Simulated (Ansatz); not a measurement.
# Single-point calculation of BN

- system: BN (slab, 8 atoms in the cell)
- method: DFT HSE06, scalar-relativistic, plane waves, PAW, no spin polarisation (Ansatz 0.2.0)

The structure derives from an entry of the Crystallography Open Database.

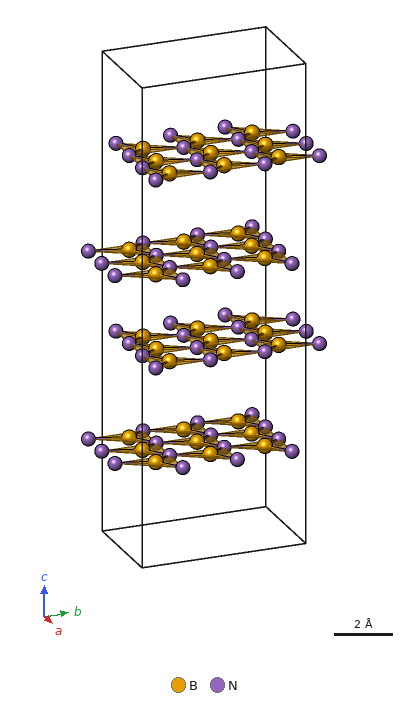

Fig. 1: The input geometry (polyhedral view of the 3 × 3 repeat of the cell, with the vacuum cut short, seen slightly off an axis; polyhedra are completed across the faces of the cell).

**Results in brief**

| quantity | value |
| --- | --- |
| outcome | converged |
| electrons treated | 32 |
| free energy | −2170.0869 eV |
| work function, top face | 6.64 eV |
| work function, bottom face | 6.64 eV |
| Fermi energy | −6.638 eV |
| gap on the k-point mesh | 5.76 eV |
| gap on the band path | 5.62 eV |
| work function (upper face) | 6.64 eV |
| hardware | 2 threads of AMD EPYC (Zen 3), 189 GiB of memory available, shared host |
| wall time | 16 min (CPU time 18 min) |
| peak memory | 4.1 GiB |

The program warns: the exchange-correlation potential is rough where the density is thin.

**The input**
```yaml
crystal:
  lattice:
    - [2.5071210896, 0.0, 0.0]
    - [-1.2535605448, 2.1712305539, 0.0]
    - [0.0, 0.0, 45.8423718534]
  atoms:
    - { symbol: B, position: [0.6666666667, 0.3333333333, 0.3911372135] }
    - { symbol: "N", position: [0.3333333333, 0.6666666667, 0.3911009424] }
    - { symbol: B, position: [0.3333333333, 0.6666666667, 0.463842723] }
    - { symbol: "N", position: [0.6666666667, 0.3333333333, 0.4638406372] }
    - { symbol: B, position: [0.6666666667, 0.3333333333, 0.536157277] }
    - { symbol: "N", position: [0.3333333333, 0.6666666667, 0.5361593628] }
    - { symbol: B, position: [0.3333333333, 0.6666666667, 0.6088627865] }
    - { symbol: "N", position: [0.6666666667, 0.3333333333, 0.6088990576] }
  periodic: [true, true, false]
basis:
  ecutwfc: 420
kpoints:
  mp_grid: { grid: [9, 9, 1] }
  band_path:
    path:
      - [0.0, 0.0, 0.0]
      - [0.5, 0.0, 0.0]
      - [0.3333333333, 0.3333333333, 0.0]
      - [0.309896, 0.3125, 0.0]
      - [0.0, 0.5, 0.0]
    npoints: 1
hamiltonian:
  xc: hse06
scf:
  occupations: { method: fixed }
  n_extra_bands: 6
output:
  eigenvalues: true
  write_density: true
  write_potential: true
  elf: true
  volumetric_format: npy
```

Command:
```bash
ansatz run input.yaml --threads 2 --pin off --max-ram 5120MiB --backend cpu --events-out ev --progress --plain --runs-dir out
```

**Log**
```
scf.n_extra_bands = 6 over 16 filled bands (N_el = 32.0): the run solves 22 bands
Engine: ansatz 0.2.0, x86_64-unknown-linux-gnu
Pseudopotentials: kind: paw
Pseudopotential: B, paw, valence charge 3, recommended cutoff 420 eV (normal), B.paw.azcp
Pseudopotential: N, paw, valence charge 5, recommended cutoff 420 eV (normal), N.paw.azcp
Functional definition: HSE06
  parameter a = 0.25
  parameter omega = 0.11/bohr
  exchange = pbe_x - a*pbe_x_sr(omega) + a*exact_x_sr(omega)
  correlation = pbe_c
davidson cushion auto → on  (no smearing: the cushion is to keep the highest requested band from converging to the state above it; pin scf.eigensolver.cushion to override)
Crystal: 8 atoms, lattice volume = 249.545 Å³
Basis set: ecut = 420 eV, 4863 PW (Γ)
Bands: 22, of which v1, the nominal top of the filled ones, is band 16 counted from 1 (15 counted from 0)
Symmetry: 12 space group operations
Space group: P-3m1 (ITA 164), of the structure as read, at distance tolerance 6.3e-5 Å
k-points: 12 of 81
Non-local potential: B, projectors of the file, l = 0: 2, l = 1: 2, l = 2: 1
Non-local potential: N, projectors of the file, l = 0: 2, l = 1: 2, l = 2: 1
PAW form: soft (Blöchl's): semilocal exchange-correlation on the pseudo side does not see the compensation charge
PAW frozen core: B, regenerated for the run's functional, and the local potential with it (the file was generated under x = pbe(κ = 0.804, μ = 0.2195149727645171), c = pbe(β = 0.06672455060314922))
PAW frozen core: N, regenerated for the run's functional, and the local potential with it (the file was generated under x = pbe(κ = 0.804, μ = 0.2195149727645171), c = pbe(β = 0.06672455060314922))
PAW one-centre angular grid: B, 110 points (default); XC on 64 Gauss nodes
PAW one-centre angular grid: N, 110 points (default); XC on 64 Gauss nodes
Initial density: superposition of atomic densities (neutral atoms: chi_scale 0, normalization atom), corrected by the library's trained network
Initial wavefunctions: pseudopotential atomic-orbital guess
Functional: x = pbe(κ = 0.804, μ = 0.2195149727645171), c = pbe(β = 0.06672455060314922), warm-up for x = pbe(κ = 0.804, μ = 0.2195149727645171) + 0.25 (exact − pbe) at short range (hse, ω = 0.20786987370883472 Å⁻¹), c = pbe(β = 0.06672455060314922); HSE06 as pw.x's `hse` composes it (authors' and Libxc's form: `xc: wpbeh`)
SCF iter   1: F=—  HF=-2169.635109 eV  |F-HF|=—  |Δ(HF+E_count)|=         —  Δρ=1.25e-3  dr2=4.13e-3  ethr=1.77e-3  ⟨swp⟩=13.4  Hψ=1636  notcnv=0
preconditioner: auto → none  [insulator: Δε(μ)=4.444 eV  Ē_g=14.236 eV  n_scr=28 (ndim 8)  ℏωp=13.3 eV  f_vac=0.699]
SCF iter   2: F=-2169.639009 eV  HF=-2169.638998 eV  |F-HF|=1.16e-5  |Δ(HF+E_count)|=   3.89e-3  Δρ=6.69e-4  dr2=1.24e-3  ethr=1.29e-5  ⟨swp⟩=5.8  Hψ=1036  notcnv=0  defer=14
SCF 1 stopped early in 2 iterations: F = -2169.639009 eV  dr2 = 1.24e-3
  greatest PAW one-centre occupation: 0.797 electrons in one spin orbital (limit 2), on the N atom at site 5 (counted from 0), in its partial waves of l = 0
Initial density: handed on by an earlier stage of this run
Initial wavefunctions: those handed on with the density
Functional: x = pbe(κ = 0.804, μ = 0.2195149727645171) + 0.25 (exact − pbe) at short range (hse, ω = 0.20786987370883472 Å⁻¹), c = pbe(β = 0.06672455060314922); HSE06 as pw.x's `hse` composes it (authors' and Libxc's form: `xc: wpbeh`)
Exchange kernel: α = 0.2500, screened, ω = 0.2079 Å⁻¹, Wigner–Seitz truncation, v(0) = 1046.5712 eV·Å³, q-mesh 9×9×1, nearest image of the exchange supercell L = 22.56 Å, pair-density grid 15×15×216, without the augmentation charges, whose exchange is taken in its separable form by FFT convolution over the k-point mesh (sized by the pseudopotential files, 15×15×320 at the most), smooth part of the exact exchange by density-matrix convolution
Frozen-core exchange: fock
SCF iter   1: F=—  HF=-2170.085757 eV  |F-HF|=—  |Δ(HF+E_count)|=         —  Δρ=4.20e-3  dr2=2.87e-2  ethr=3.86e-5  ⟨swp⟩=10.7  Hψ=1375  notcnv=0
preconditioner: auto → none  [insulator: Δε(μ)=5.713 eV  Ē_g=16.351 eV  n_scr=28 (ndim 8)  ℏωp=13.3 eV  f_vac=0.699]
SCF iter   2: F=—  HF=-2170.076492 eV  |F-HF|=—  |Δ(HF+E_count)|=   9.27e-3  Δρ=1.96e-3  dr2=5.02e-3  ethr=3.86e-5  ⟨swp⟩=3.8  Hψ=788  notcnv=0  defer=6
SCF iter   3: F=—  HF=-2170.087209 eV  |F-HF|=—  |Δ(HF+E_count)|=   1.07e-2  Δρ=9.12e-4  dr2=2.08e-3  ethr=1.19e-5  ⟨swp⟩=4.1  Hψ=822  notcnv=0  defer=10
iter 4 solved again at ethr=8.57e-8 eV; its pass at ethr=6.30e-6 eV (dr2=2.74e-5 eV) is discarded
SCF iter   4: F=—  HF=-2170.086602 eV  |F-HF|=—  |Δ(HF+E_count)|=   6.08e-4  Δρ=1.24e-4  dr2=5.79e-5  ethr=8.57e-8  ⟨swp⟩=4.9  Hψ=1657  notcnv=0  defer=7
SCF iter   5: F=—  HF=-2170.086801 eV  |F-HF|=—  |Δ(HF+E_count)|=   1.99e-4  Δρ=1.25e-4  dr2=3.65e-5  ethr=8.57e-8  ⟨swp⟩=5.1  Hψ=940  notcnv=0  defer=12
SCF iter   6: F=-2170.086790 eV  HF=-2170.086791 eV  |F-HF|=4.82e-7  |Δ(HF+E_count)|=   1.01e-5  Δρ=1.65e-5  dr2=2.33e-6  ethr=8.57e-8  ⟨swp⟩=4.2  Hψ=765  notcnv=0  defer=2
SCF 2 stopped early in 6 iterations: F = -2170.086790 eV  dr2 = 2.33e-6
  greatest PAW one-centre occupation: 0.799 electrons in one spin orbital (limit 2), on the N atom at site 5 (counted from 0), in its partial waves of l = 0
hybrid outer 1: dexx = +1.342e-2 eV, tail = 2.66e-5 eV
Exchange kernel: α = 0.2500, screened, ω = 0.2079 Å⁻¹, Wigner–Seitz truncation, v(0) = 1046.5712 eV·Å³, q-mesh 9×9×1, nearest image of the exchange supercell L = 22.56 Å, pair-density grid 15×15×216, without the augmentation charges, whose exchange is taken in its separable form by FFT convolution over the k-point mesh (sized by the pseudopotential files, 15×15×320 at the most), smooth part of the exact exchange by density-matrix convolution
Frozen-core exchange: fock
SCF iter   1: F=—  HF=-2170.086945 eV  |F-HF|=—  |Δ(HF+E_count)|=         —  Δρ=2.21e-5  dr2=6.59e-7  ethr=4.15e-7  ⟨swp⟩=4.0  Hψ=676  notcnv=0
preconditioner: auto → none  [insulator: Δε(μ)=5.758 eV  Ē_g=16.348 eV  n_scr=28 (ndim 8)  ℏωp=13.3 eV  f_vac=0.700]
iter 2 solved again at ethr=1.09e-10 eV; its pass at ethr=1.94e-9 eV (dr2=3.49e-8 eV) is discarded
SCF iter   2: F=-2170.086945 eV  HF=-2170.086945 eV  |F-HF|=3.95e-8  |Δ(HF+E_count)|=   3.41e-8  Δρ=6.72e-6  dr2=7.26e-8  ethr=1.09e-10  ⟨swp⟩=3.8  Hψ=1631  notcnv=0  defer=5
SCF 3 converged in 2 iterations: F = -2170.086945 eV  dr2 = 7.26e-8
```

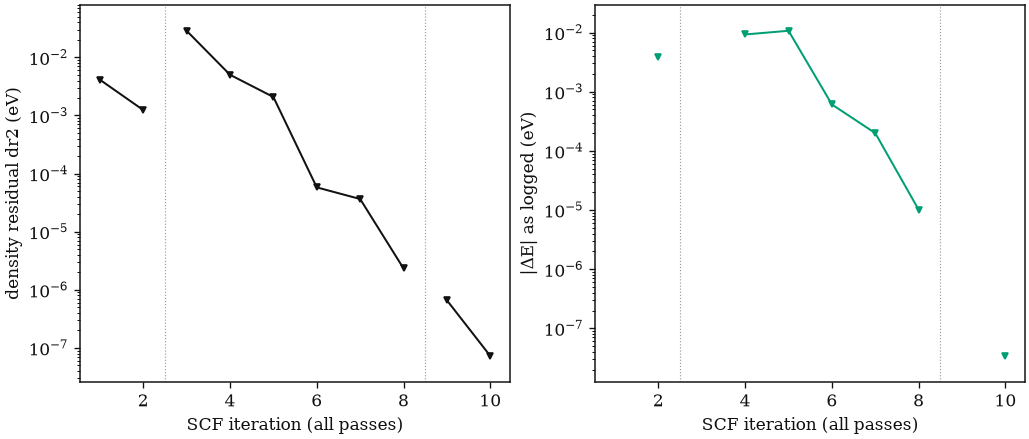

Fig. 2: Convergence of the self-consistent field: density residual dr2 and size of the energy change against the SCF iteration. The run starts with a semilocal functional; after that each stretch between dotted lines is one SCF of the hybrid functional between two exact rebuilds of the exchange operator by the outer loop. Early passes are stopped at a loose threshold. The passes take 2, 6 and 2 iterations.

```
hybrid outer 2: dexx = +3.097e-7 eV, tail = 1.62e-7 eV, Δε = 4.92e-3 eV (about 4.46e-4 eV left of the loop's levels)
NSCF: frozen V_eff on 5 k-points
WARN: The output density's exchange-correlation potential varies sharply where the density is thin. Do not read a vacuum level from v_tot or v_xc, or from such a field of the output density. On a cell that repeats whose density bears no net charge and no dipole along the vacuum's axis use v_es (v_loc + v_h of the components); under efield.dipole_correction with no amplitude use v_es + v_field, which holds any external_charges[].barrier, or the levels of the report's work_function block, which leave it out; under a non-zero efield.amplitude the vacuum is tilted and has no level; on a cell that repeats and bears such a dipole with no correction it is tilted too, and efield.dipole_correction with no amplitude gives each side of its ramp a level where efield: is served; in a cell that repeats whose density bears a net charge (total_charge, or a fill off its count) it is curved and has none; of a slab under crystal.periodic whose density bears no net charge use v_es, which has a level on each side, short of where the two are joined; of another it falls or rises all the way out and has none; of a slab beside external_charges read slab_vacuum_level instead, which it has where they leave it neutral. The grid or the basis barely resolves most such structure, and the values can differ between equally converged runs; as a rule a tighter scf.convergence.dr2_threshold does not remove it. Where the density itself ripples (under the LDA too) a higher basis.ecutwfc lessens it. The files hold the spikes' plane waves up to the density's cutoff. Files: v_tot_of_output_density and the like, and their columns of v_z.tsv (output.write_potential); v_xc_of_output_density and the like, and their columns of v_comp_z.tsv (output.write_potential_components). Measured: with its Gaussian average of σ = 0.25 Å subtracted twice, the exchange-correlation potential is over 0.1 eV at 734 of the grid points where the equally averaged density (valence and model cores) is under 1e-3 e/Å³, and 0.998 eV at the most among them, at an averaged density of 6.2e-4 e/Å³. The input density's (outcome.potential() and, of a run that writes arrays, v_tot and v_xc) is over 0.1 eV, so measured, at 768 points of its own thin density, 1.00 eV at the most. See output.write_potential in the manual, Limitations
hybrid SCF converged: 2 outer / 8 inner (+2 warm-up), last move |dexx| = 3.10e-7 eV, tail = 1.62e-7 eV
Stability not checked: this state was not tested for a lower state beside it, because the functional holds exact exchange (a hybrid, or Hartree-Fock), whose exchange loop this test does not read (fock_operator; see scf.lower_state_search)
Free energy (F): -2170.086945 eV
Frozen-core exchange: fock
Harris-Foulkes:  -2170.086945 eV  (|F-HF|=3.95e-8)
Internal energy: -2170.086945 eV  (E = F + TS)
E sigma→0 (E₀):  -2170.086945 eV
Fermi energy:    -6.638342 eV
--- Per-component energies (eV) ---
  E_band       = -464.041001
  E_kinetic    = 732.933333
  E_local      = -122974.610827  (includes V_loc(G=0)·N_el)
  E_nonlocal   = 227.137366
  E_hartree    = 61074.574336
  E_xc         = -298.278370
  E_vxc        = -366.444618  (∫ρ·V_xc dr)
  E_exx        = -77.471131  (= α·E_x^exact, valence–valence)
  E_paw        = -820.390115  (= ΣΔE_a)
  E_vpaw       = -77.262775  (= ΣTr[D̂ρ^β])
  E_aug_tail   = 0.000404  (compensation charges beyond the density's cutoff)
  E_ewald      = 59966.156870
  E_core_change = -0.138813  (= ΣΔE_core)
  E_smearing   = -0.000000  (= −TS)
  E_closure    = -0.000000  (closes the sum)
  Σ components = -2170.086945   (vs F -2170.086945, Δ=5.91e-12)
--- Band table (eV; the first three rows and the last of 12) ---
  k-point 0: bands = ["-26.1948", "-26.1066", "-26.0135", "-25.9447", "-13.2217", "-12.6900", "-12.0133", "-11.3893", "-8.2370", "-8.2370", "-8.2196", "-8.2196", "-8.2013", "-8.2013", "-8.1982", "-8.1982", "-0.7035", "-0.5885", "0.2090", "0.3243", "0.7076", "1.3586"]
  k-point 1: bands = ["-25.9353", "-25.8491", "-25.7586", "-25.6918", "-12.8595", "-12.3360", "-11.6705", "-11.0571", "-9.2709", "-9.2510", "-9.2340", "-9.2336", "-8.7099", "-8.6902", "-8.6705", "-8.6658", "-0.2957", "-0.1930", "0.6114", "0.7192", "1.0991", "1.7520"]
  k-point 2: bands = ["-25.1837", "-25.1042", "-25.0216", "-24.9618", "-11.8244", "-11.6848", "-11.6351", "-11.6215", "-11.5929", "-11.2561", "-10.6471", "-10.0863", "-9.7235", "-9.7002", "-9.6781", "-9.6710", "0.8568", "0.9416", "1.7539", "1.8844", "2.1267", "2.8058"]
  k-point 11: bands = ["-22.1313", "-22.1313", "-22.1081", "-22.1081", "-15.3400", "-15.2870", "-15.2347", "-15.2015", "-14.6059", "-14.6059", "-14.5817", "-14.5817", "-6.7065", "-6.7065", "-6.6383", "-6.6383", "-0.5593", "-0.5593", "-0.4413", "-0.4413", "5.5895", "6.2867"]
  the weakly bound empty levels are not read free of the cell's end (exact_exchange)
```

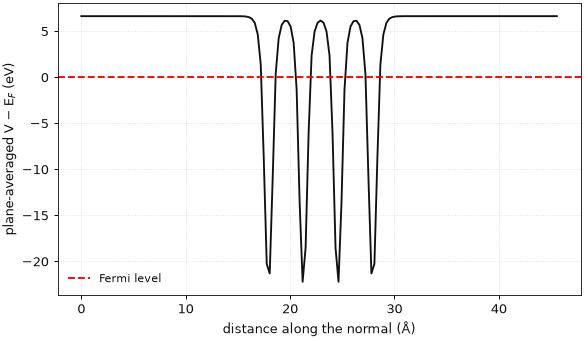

Fig. 3: Plane average of the electrostatic potential energy of an electron across the cell, from the Fermi level. The vacuum level lies 6.64 eV above the Fermi level.

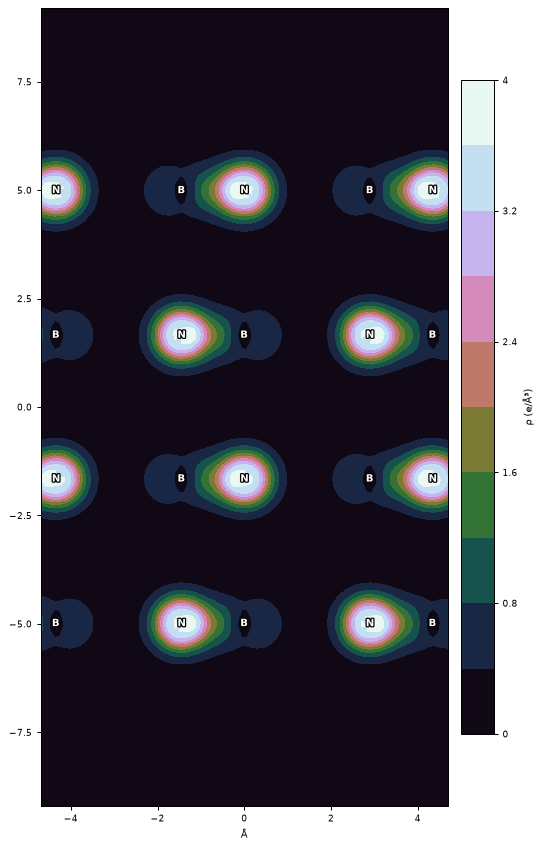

Fig. 4: Valence pseudo-density on the (110) plane of the calculation cell, a cut from vacuum to vacuum. The plane passes through B and N nuclei. B–N (1.45 Å): the density is about 1.8 e/Å³ at the midpoint. The density dies away to nearly zero in the vacuum. Core electrons are frozen (PAW), so the fields are smoothed inside the atomic spheres.

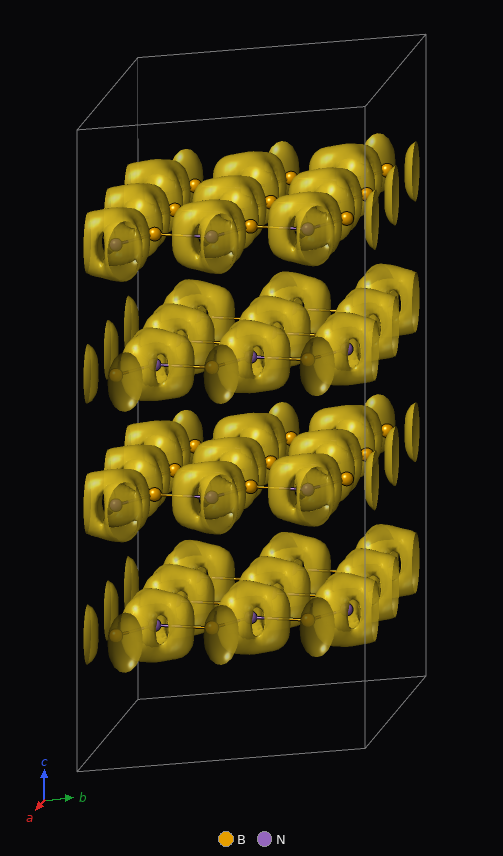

Fig. 5: Isosurface of the electron localisation function at 0.75 (yellow), seen slightly off an axis. Core shells and regions of very low density are left out. Sticks mark near contacts. Counts are for one cell; the picture repeats the cell along the surface. Profiles from the grid: B–N (1.45 Å): the ELF peaks at about 0.95 between the atoms (a polar covalent bond).
